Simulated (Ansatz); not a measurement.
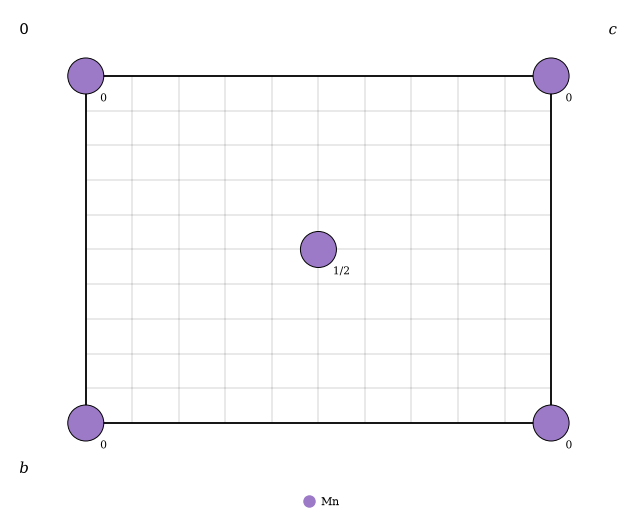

Plan of a unit cell projected along a (b down the page, c across); the numbers are heights as fractions of a, and atoms on the cell's edges are repeated. The grid marks tenths of b and c. Source: the input geometry of an electronic-structure calculation (not necessarily at equilibrium); the starting structure was generated, so it need not be a known form of this composition. Symmetry computed with spglib at a tolerance of 0.002 Å; standard conventional cell.

a = 2.574 Å, b = 2.574 Å, c = 3.452 Å, α = 90.00°, β = 90.00°, γ = 90.00°.

**What does the cell contain?**

2 Mn: Mn, Z = 2.

**Give the fractional coordinates of all atoms, to two places.**

```json
{"atom": "Mn", "x": "0.00", "y": "0.00", "z": "0.00"}
{"atom": "Mn", "x": "0.50", "y": "0.50", "z": "0.50"}
```
